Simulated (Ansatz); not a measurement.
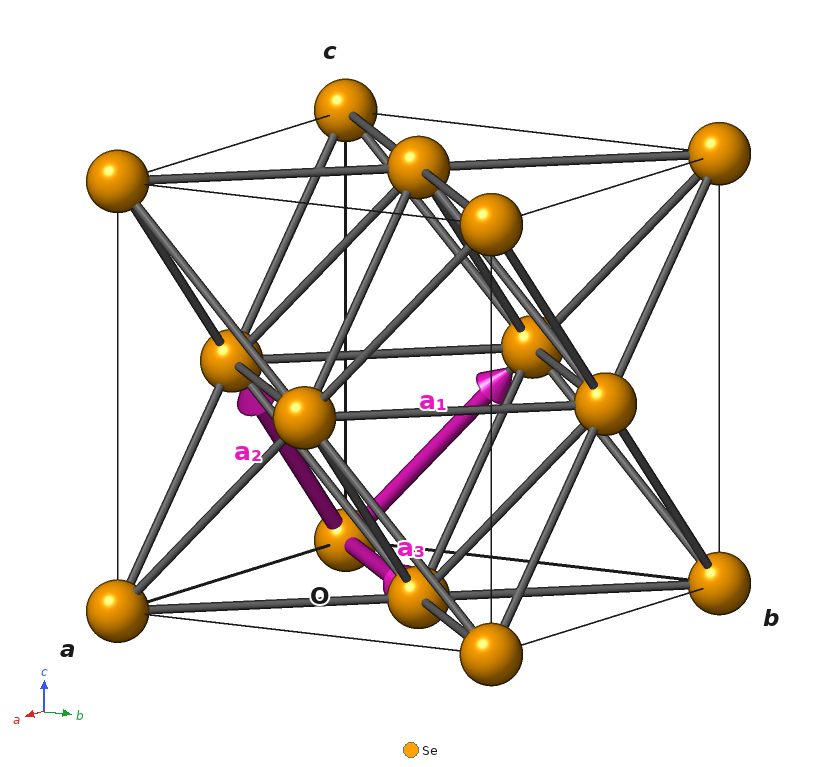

Crystal: Se, the geometry relaxed with DFT, PBEsol, plane waves (420 eV) with PAW, scalar-relativistic in Ansatz; the starting structure was generated, so it need not be a known form of this composition. The conventional cell (thin) and a primitive cell (coloured, vectors a₁, a₂, a₃). All values are computed from the atomic coordinates in the standard setting (tolerance 0.002 Å).

a = 4.259 Å, b = 4.259 Å, c = 4.259 Å, α = 90.00°, β = 90.00°, γ = 90.00°.

What is the centring, and how are the primitive vectors built?

F, face-centred cubic, with lattice points at (0, 0, 0), (1/2, 1/2, 0), (1/2, 0, 1/2), (0, 1/2, 1/2). a₁ = 1/2 b + 1/2 c; a₂ = 1/2 a + 1/2 c; a₃ = 1/2 a + 1/2 b.

Give the primitive cell's size and content.

Edges 3.011, 3.011, 3.011 Å; angles 60.00°, 60.00°, 60.00°; volume 19.31 Å³, 1/4 of the conventional cell; 1 of its 4 atoms.
